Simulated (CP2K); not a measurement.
# A series of single points on SrO

System: SrO (Fm-3m, 2 atoms in the cell).
Method: Kohn-Sham DFT of a periodic cell, PBE, GTH-PBE with UZH-TZVP basis, no spin polarisation (CP2K 2026.2).

The 6 runs differ only in the geometry, by an even scaling of the cell at fixed fractional positions. The structure derives from an entry of the Crystallography Open Database.

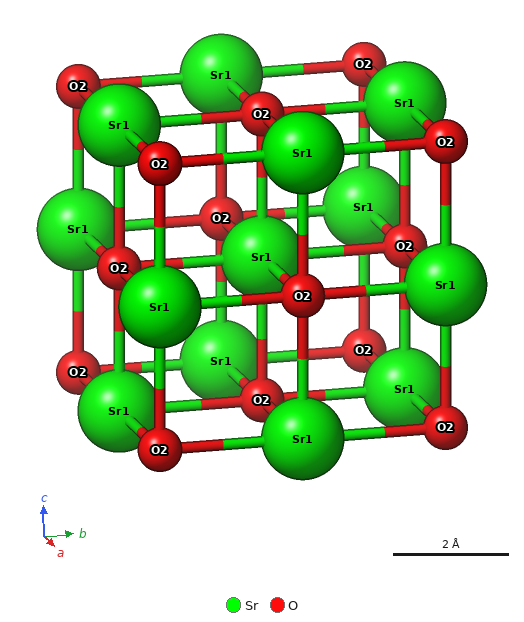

Figure 1. The structure of run 4 (ball-and-stick view of the cell 4 times as large as that of the calculation, set on its symmetry axes, seen slightly off an axis; atoms are numbered from 1 in the order of the input).

### Input of run 4
```
&GLOBAL
  PROJECT sro_eos
  RUN_TYPE ENERGY_FORCE
  PRINT_LEVEL LOW
&END GLOBAL
&FORCE_EVAL
  METHOD QS
  STRESS_TENSOR ANALYTICAL
  &DFT
    BASIS_SET_FILE_NAME BASIS_MOLOPT_UZH
    POTENTIAL_FILE_NAME POTENTIAL_UZH
    WFN_RESTART_FILE_NAME previous-RESTART.kp
    &MGRID
      CUTOFF 600
      REL_CUTOFF 60
      NGRIDS 4
    &END MGRID
    &QS
      METHOD GPW
      EPS_DEFAULT 1.0E-10
    &END QS
    &KPOINTS
      SCHEME MONKHORST-PACK 9 9 9
      GAMMA_CENTERED T
      SYMMETRY T
      SYMMETRY_BACKEND SPGLIB
    &END KPOINTS
    &SCF
      SCF_GUESS RESTART
      EPS_SCF 1.0E-6
      MAX_SCF 100
      ADDED_MOS 10
      CHOLESKY OFF
      EPS_EIGVAL 1.0E-7
      &DIAGONALIZATION ON
        ALGORITHM STANDARD
      &END DIAGONALIZATION
      &MIXING ON
        METHOD BROYDEN_MIXING
        ALPHA 0.4
        BETA 1.5
        NBUFFER 8
      &END MIXING
      &SMEAR ON
        METHOD FERMI_DIRAC
        ELECTRONIC_TEMPERATURE 580.23
      &END SMEAR
    &END SCF
    &XC
      &XC_FUNCTIONAL
        &GGA_X_PBE
        &END GGA_X_PBE
        &GGA_C_PBE
        &END GGA_C_PBE
      &END XC_FUNCTIONAL
    &END XC
    &PRINT
      &KPOINTS ON
      &END KPOINTS
      &MULLIKEN ON
      &END MULLIKEN
      &MO ON
        ENERGIES T
        OCCUPATION_NUMBERS T
        &EACH
          QS_SCF 0
        &END EACH
        ADD_LAST NUMERIC
      &END MO
    &END PRINT
  &END DFT
  &SUBSYS
    &CELL
      A 3.6533320402 0.0000000000 0.0000000000
      B 1.8266660201 3.1638783553 0.0000000000
      C 1.8266660201 1.0546261184 2.9829331198
      PERIODIC XYZ
    &END CELL
    &COORD
      Sr  3.6533320402 2.1092522369 1.4914665599
      O   0.0000000000 0.0000000000 0.0000000000
    &END COORD
    &KIND Sr
      BASIS_SET TZVP-MOLOPT-PBE-GTH-q10
      POTENTIAL GTH-PBE-q10
    &END KIND
    &KIND O
      BASIS_SET TZVP-MOLOPT-PBE-GTH-q6
      POTENTIAL GTH-PBE-q6
    &END KIND
    &PRINT
      &ATOMIC_COORDINATES ON
      &END ATOMIC_COORDINATES
      &CELL ON
      &END CELL
    &END PRINT
  &END SUBSYS
  &PRINT
    &FORCES ON
    &END FORCES
    &STRESS_TENSOR ON
    &END STRESS_TENSOR
  &END PRINT
&END FORCE_EVAL
```

Command:
```bash
OMP_NUM_THREADS=1 cp2k.psmp -i sro_eos.inp -o sro_eos.out
```

Run 5 differs from it as follows:
```diff
-      A 3.6533320402 0.0000000000 0.0000000000
-      B 1.8266660201 3.1638783553 0.0000000000
-      C 1.8266660201 1.0546261184 2.9829331198
+      A 3.6770556402 0.0000000000 0.0000000000
+      B 1.8385278202 3.1844235956 0.0000000000
+      C 1.8385278202 1.0614745318 3.0023033581
-      Sr  3.6533320402 2.1092522369 1.4914665599
+      Sr  3.6770556403 2.1229490637 1.5011516790
```

### Results, with one run withheld

```csv
run,volume per atom (Å³),"free energy per atom, from the lowest run given (meV)",pressure (GPa),gap on the mesh (eV)
1,15.887,63.64,12.01,3.46
2,16.225,41.20,9.31,3.48
3,16.563,24.15,6.89,3.50
4,17.239,4.09,2.76,3.54
5,17.577,?,?,?
6,17.915,0.00,−0.61,3.57
```

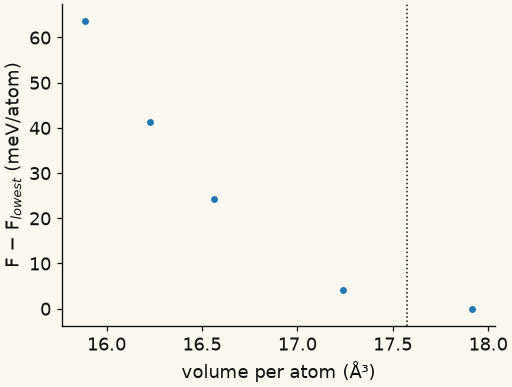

Figure 2. Free energy per atom of the runs given; the dotted line marks run 5.

Estimate the energy of run 5 from the others.

A cubic polynomial in V^(−2/3) (the Birch–Murnaghan form), fitted to the 5 runs given, misses them by at most 0.01 meV per atom. With x = V^(−2/3) − 0.15282 Å⁻², it reads F = 17.203 + 5884 x + 4.9538e+05 x² + 2.201e+05 x³ (meV per atom). At run 5 it gives 0.24 meV per atom, and the run itself gives 0.36. The slope of the fit gives a pressure −dF/dV of 0.94 GPa there, and the run prints 0.98 GPa. The fit has its minimum at 17.769 Å³ per atom, where V d²F/dV² gives 85 GPa: the bulk modulus at this level, since symmetry fixes the shape and the positions. The gap on the mesh goes, without turning, from 3.46 eV in run 1 to 3.57 eV in run 6; run 5 has 3.55 eV. These are gaps of this functional on this mesh, which can miss the band edges; they aren't the measured gap.

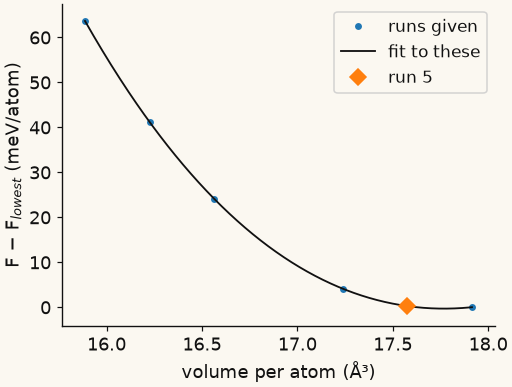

Figure 3. The fit and the withheld run.

### Some lines of the output (run 5)
```
[...]
 MO| Band gap:            0.272592 a.u.          7.417595 eV
 MO| Band gap:            0.256277 a.u.          6.973639 eV
 MO| Band gap:            0.205199 a.u.          5.583758 eV
 MO| Band gap:            0.156626 a.u.          4.262023 eV
 MO| Band gap:            0.134793 a.u.          3.667901 eV
 MO| Band gap:            0.146465 a.u.          3.985508 eV
 MO| Band gap:            0.188131 a.u.          5.119310 eV
 MO| Band gap:            0.242909 a.u.          6.609893 eV
 MO| Band gap:            0.270280 a.u.          7.354689 eV
 MO| Band gap:            0.254056 a.u.          6.913208 eV
 MO| Band gap:            0.221585 a.u.          6.029645 eV
 MO| Band gap:            0.178412 a.u.          4.854826 eV
 MO| Band gap:            0.160702 a.u.          4.372922 eV
 MO| Band gap:            0.193979 a.u.          5.278435 eV
```
